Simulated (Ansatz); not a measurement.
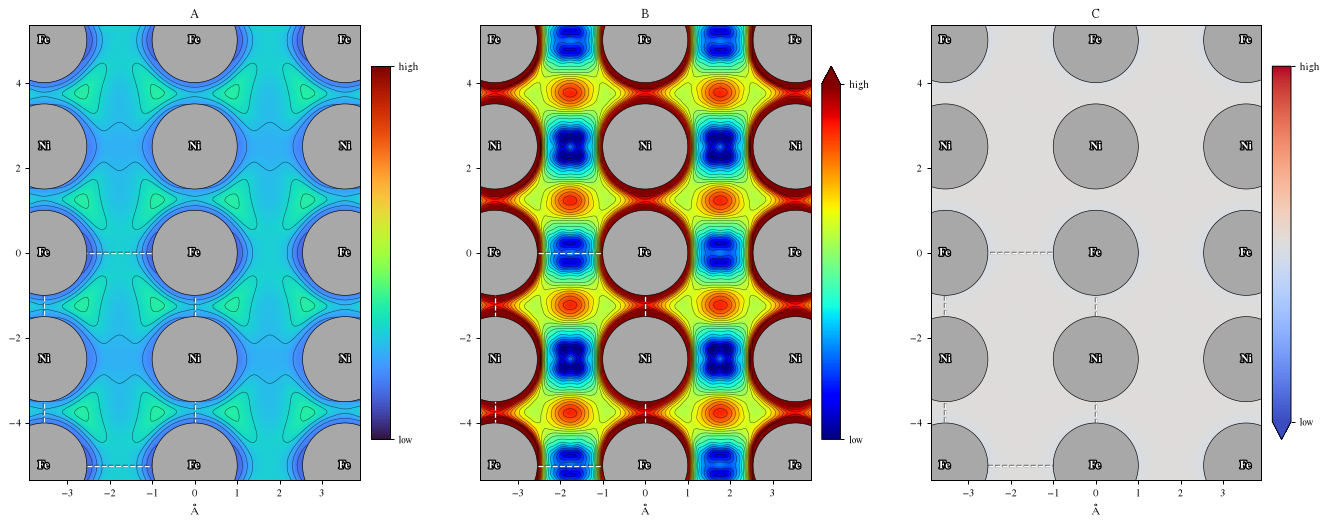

FeNi₃: 3 fields on the (101) plane of the conventional cell, with unlabelled colour scales. Grey discs cover the atomic cores.

Space group Pm-3m; a structure generated by program, which may or may not match a known phase; spin-polarised.

The calculation used DFT PBE, scalar-relativistic, plane waves, PAW (Ansatz 0.2.0).

```
CELL_PARAMETERS angstrom
3.54425 0.00000 0.00000
0.00000 3.54425 0.00000
0.00000 0.00000 3.54425
ATOMIC_POSITIONS crystal
Fe 0.00000 0.00000 0.00000
Ni 0.00000 0.50000 0.50000
Ni 0.50000 0.00000 0.50000
Ni 0.50000 0.50000 0.00000
```

### The panels show electron localisation function, spin density and valence pseudo-density in some order. Assign them.

Panel A: electron localisation function. Panel B: valence pseudo-density. Panel C: spin density (confined to the magnetic sites and close to zero elsewhere). From the grid: Fe–Ni (2.51 Å): ρ is about 0.32 e/Å³ halfway; the ELF is about 0.25 at the midpoint; no localised pair shows between them.
